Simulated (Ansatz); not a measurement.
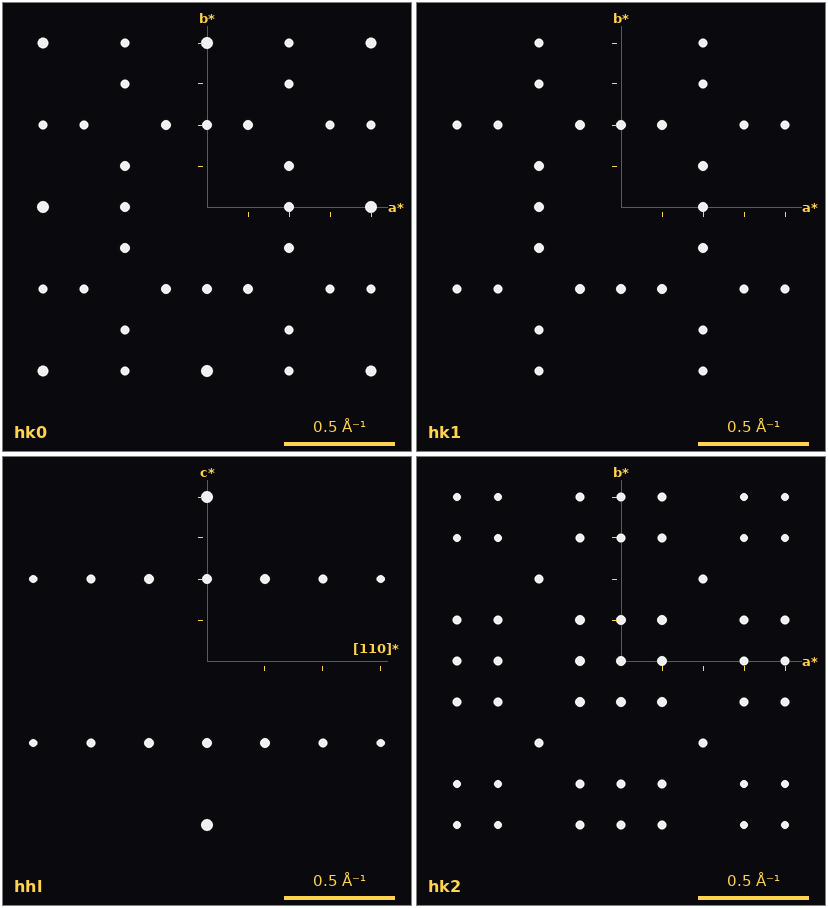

Four undistorted layers of reciprocal space, calculated for a single crystal (X-rays, kinematic |F|², B = 0.5 Å²). Tick marks count the reciprocal lattice steps of the conventional cell along each axis.

The compound is Ta. Structure: coordinates from a relaxation with DFT, revPBE, plane waves (420 eV) with PAW, scalar-relativistic in Ansatz; the starting structure was generated, so it need not be a known form of this composition.

Read the reciprocal cell and give the direct cell.

a* = 0.188, b* = 0.188, c* = 0.188 Å⁻¹; the cell is cubic with a = 5.33 Å.

Which reflection conditions do the layers show?

Reflections are present only under these conditions. hkl: no condition; hk0: no condition; hhl: l = 2n; h00: h = 2n. The lattice is primitive (P). Further gaps, such as 0 4 1, 4 0 1, 1 4 0, come from atoms on special positions, not from the group's general conditions. A few very weak reflections are below the display threshold.

Which space groups fit?

The intensities have Laue symmetry m-3m (the hk0 layer shows 4mm, hk1 shows 4mm). With these conditions the candidates are P-43n (No. 218), Pm-3n (No. 223). Diffraction geometry alone does not choose among them; the structure has Pm-3n.
